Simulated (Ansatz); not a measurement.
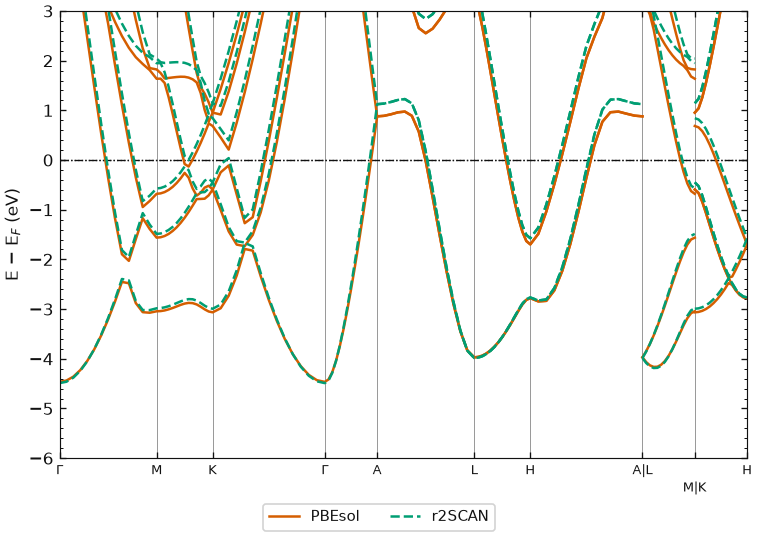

Band structures of hcp Pb, space group P6_3/mmc (No. 194), 2 atoms in the cell (a = 3.480 Å, c = 5.590 Å (hexagonal axes)), by two methods on the same cell. Each is counted from its own Fermi level.

**How do the methods compare?**

Both give a metal. Levels within 1 eV of the Fermi level in either run differ by 0.17 eV on average and by 0.25 eV at most (between H and A).

Settings. PBEsol: Ansatz PAW, no spin polarisation, no spin-orbit coupling, 7×7×4 k mesh, 420 eV cutoff, Fermi-Dirac smearing of 0.05 eV (Ansatz 0.2.0). r2SCAN: Ansatz PAW, no spin polarisation, no spin-orbit coupling, 9×9×5 k mesh, 500 eV cutoff, Fermi-Dirac smearing of 0.05 eV (Ansatz 0.2.0).

Bands are joined in order of energy. Spin-orbit coupling is left out, which matters for Pb. The PAW data sets were made with another functional. PBEsol: the k mesh is thin for a metal, so its Fermi level is uncertain. This isn't the form of Pb at room conditions, which is fcc.
